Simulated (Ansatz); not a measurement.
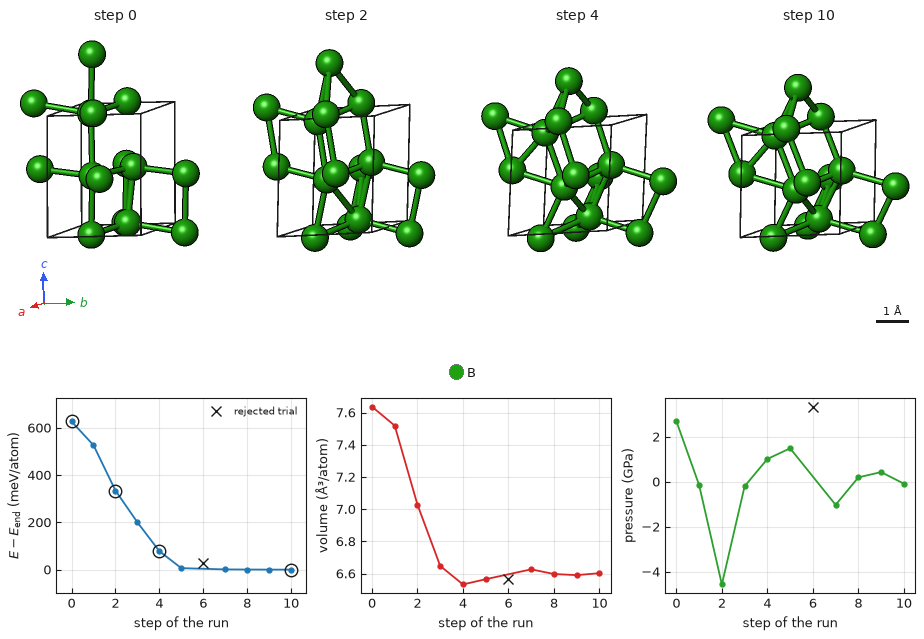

Frames of a relaxation of a crystal of B (a generated structure, set up in P1) (coarse preliminary run), marked on the history of the run. The picture is a ball-and-stick view of the cell of the calculation, seen slightly off an axis.

All numbers below come from Ansatz 0.2.0, DFT PBE, scalar-relativistic, plane waves, PAW.

Input
```yaml
crystal:
  lattice:
    - [3.016196038, 0.0614535345, 0.0113961429]
    - [-1.454877697, 2.5880650034, 0.0055057534]
    - [0.0146486974, 0.0166294084, 3.8689432432]
  atoms:
    - { symbol: B, position: [0.3241767274, 0.6111665773, 0.0438881282] }
    - { symbol: B, position: [0.3256067066, 0.6758847435, 0.502575991] }
    - { symbol: B, position: [0.648357123, 0.3397477365, -0.018045155] }
    - { symbol: B, position: [0.701859443, 0.3732009427, 0.4715810359] }
basis:
  ecutwfc: 420
kpoints:
  mp_grid: { grid: [12, 12, 6] }
hamiltonian:
  xc: pbe
scf:
  occupations: { method: gaussian, width: 0.2 }
  lower_state_search: "off"
output:
  forces: true
  stress: true
  eigenvalues: true
relax:
  adjacent_minimum: "off"
  f_tol: 0.025
  max_steps: 60
  cell: { stress_tol: 0.25 }
```

Launched with:
```bash
ansatz run input.yaml --threads 1 --pin off --max-ram 2560MiB --backend cpu --events-out ev --progress --plain --runs-dir out
```

### What happens along the run?

The run was cut off at its time limit before the program reported convergence, but its last step already meets the force threshold: the largest component is 0.0092 eV/Å against 0.025 eV/Å. The pressure is within 0.09 GPa of its target. The energy falls by 627 meV per atom in 9 accepted moves (10 points after the start). Largest force component: 2.9 eV/Å at the start, 0.0092 eV/Å at the end. The pressure goes from 2.69 to −0.09 GPa. The line search rejected the trial step at point 6 of the run. The largest move relative to the cell is that of B3, 0.43 Å along [−1 −3 −1]. The drawn cell changes as follows: a 3.017 → 2.911 Å (−3.5 %), b 2.969 → 3.150 Å (+6.1 %), c 3.869 → 3.250 Å (−16.0 %), α 89.8° → 87.8°, β 89.6° → 90.0°, γ 118.2° → 117.5°; the volume changes by −13.5 %. Among the contacts that change: B2–B3 2.553 → 1.701 Å, B1–B4 2.335 → 1.835 Å, B1–B4 (another image) 2.306 → 1.836 Å, B2–B3 (another image) 2.649 → 2.236 Å. New bonds form, among them: B2–B3 (2.55 → 1.70 Å). Bond angles that change, for instance: B3–B4–B3 171.5° → 130.9°, B1–B3–B4 99.1° → 125.2°, B2–B4–B3 91.9° → 117.9°. The space group (tolerance 0.01 Å) goes from P1 (No. 1) to C2/m (No. 12). From step 0 to 2: B atoms move most (0.26 Å), volume −8.0 %, energy −292 meV per atom. From step 2 to 4: B3 moves most (0.21 Å), volume −7.0 %, energy −257 meV per atom. From step 4 to 10: B1 moves most (0.06 Å), volume +1.1 %, energy −78.1 meV per atom.
